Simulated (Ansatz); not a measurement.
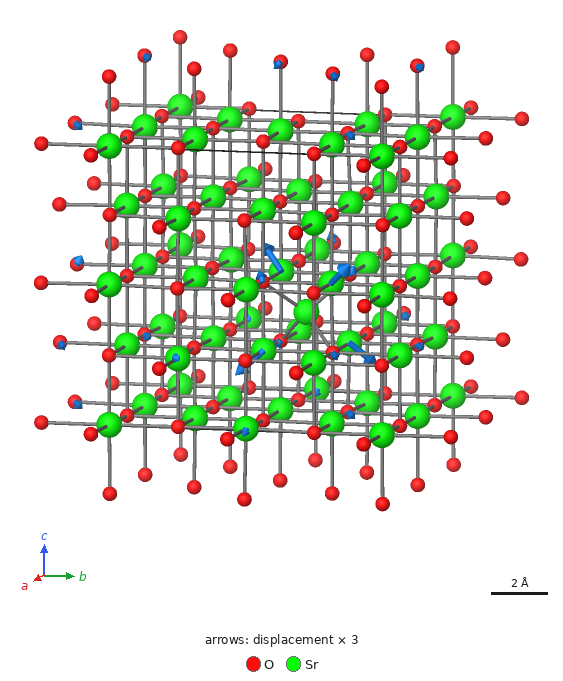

A relaxation of a defect cell of composition O32Sr33. The starting structure is drawn; blue arrows show the displacements, 3 times their true length.

Style: ball-and-stick. Shown: the cell of the calculation (origin shifted), slightly off an axis.

These are results of Ansatz, DFT, PBEsol, PAW, plane waves, not measurements. Settings: plane-wave cutoff 420 eV; k-point mesh 1 × 1 × 1; mesh shifted by (0.25, 0.25, 0.25); no spin polarisation; atoms relaxed in a fixed cell; force threshold 0.03 eV/Å; at most 80 steps.

**Atoms of which element are displaced furthest, and by how much?**

Strontium: up to 0.51 Å, against 0.16 Å for oxygen.

**What did the optimiser do to the structure, and how much energy did it gain?**

Over 7 accepted moves (8 points after the start) the energy falls by 7.984 eV per cell of the calculation. The largest force component goes from 6.5 to 0.015 eV/Å. The line search rejected the trial step at point 5 of the run. The largest move is that of a Sr atom, 0.51 Å roughly along [−1 −1 1]. Largest moves by element: Sr 0.51 Å, O 0.16 Å. The cell doesn't change. Among the contacts that change: Sr–Sr 3.591 → 4.460 Å, Sr–Sr 2.193 → 2.696 Å, Sr–Sr 2.218 → 2.700 Å, O–Sr 2.509 → 2.956 Å. Among the angles between lasting bonds that change: O–Sr–O 87.9° → 102.9°, O–Sr–O 179.1° → 164.9°, O–Sr–O 179.3° → 165.9°.
